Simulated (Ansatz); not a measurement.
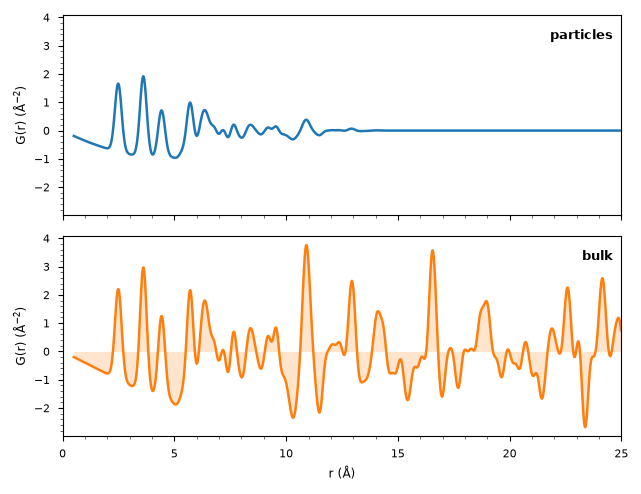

Simulated X-ray pair distribution function, G(r) = R(r)/r − 4πρ₀r, summed over the atomic distances of the structure with each pair weighted by the product of the atomic numbers (X-ray weights at Q = 0); every distance is a Gaussian of σ = 0.15 Å, for spherical particles of As with the bulk structure: the bulk G(r) is multiplied by the envelope of a sphere of diameter D, 1 − 3r/2D + r³/2D³, with no surface relaxation. The number density is 0.0317 atoms per Å³. It is based on the geometry relaxed with Ansatz, DFT PBE, scalar-relativistic, plane waves, PAW; the starting structure was generated, so it need not be a known form of this composition.

How large are the particles?

About 15 Å (1.5 nm): the signal is half of the bulk amplitude at r ≈ 5.2 Å and vanishes at r = D, fading from view somewhat earlier.

Roughly how many atoms does one particle hold?

About 56 (number density 0.0317 Å⁻³ times πD³/6).
